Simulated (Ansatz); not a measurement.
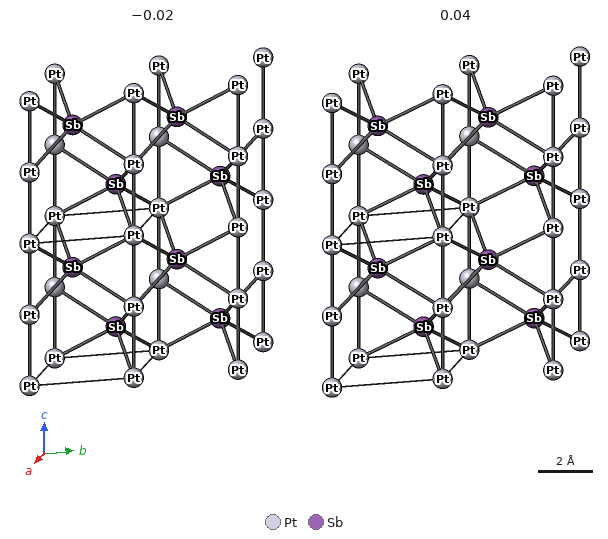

Solid SbPt (set up in P6_3/mmc), held at several strains, with the atoms relaxed (per unit of the tabulated number the cell is strained by 1.0 along [−1 3 0], 1.0 along [−3 −2 0]). The picture shows the first and the last member. Style: ball-and-stick. Shown: the cell of the calculation, repeated 1 × 2 × 2 with one cell outlined, slightly off an axis.

Computed with Ansatz 0.2.0: PBEsol, Ansatz PAW. Set-up: plane-wave cutoff 420 eV; k-point mesh 6 × 6 × 4; occupations fermi-dirac; smearing width 0.05 eV; no spin polarisation; atoms relaxed in a fixed cell; force threshold 0.01 eV/Å.

| strain | energy (meV/atom) |
| --- | --- |
| −0.02 | 34.54 |
| −0.01 | ? |
| 0 | 0.00 |
| 0.01 | −3.65 |
| 0.02 | 0.55 |
| 0.04 | 29.07 |

Question: One row is withheld. What does the calculation give there?

Answer: A parabola through three neighbouring rows (−0.02, 0, 0.01) gives, with Lagrange weights, (0.3333)(34.54) + (1.0000)(0.00) + (−0.3333)(−3.65) = 12.73 meV/atom. The calculation gives 12.42 meV/atom. The estimate is 0.31 meV/atom too high. The lowest tabulated energy lies at 0.01, so the unstrained cell isn't a minimum along this strain at this level. From the first member to the last: Pt–Sb 2.703 → 2.827 Å.

The whole series:

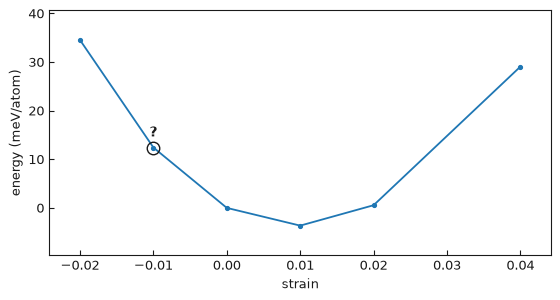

Each member starts from this one structure; whether another phase lies lower wasn't checked.
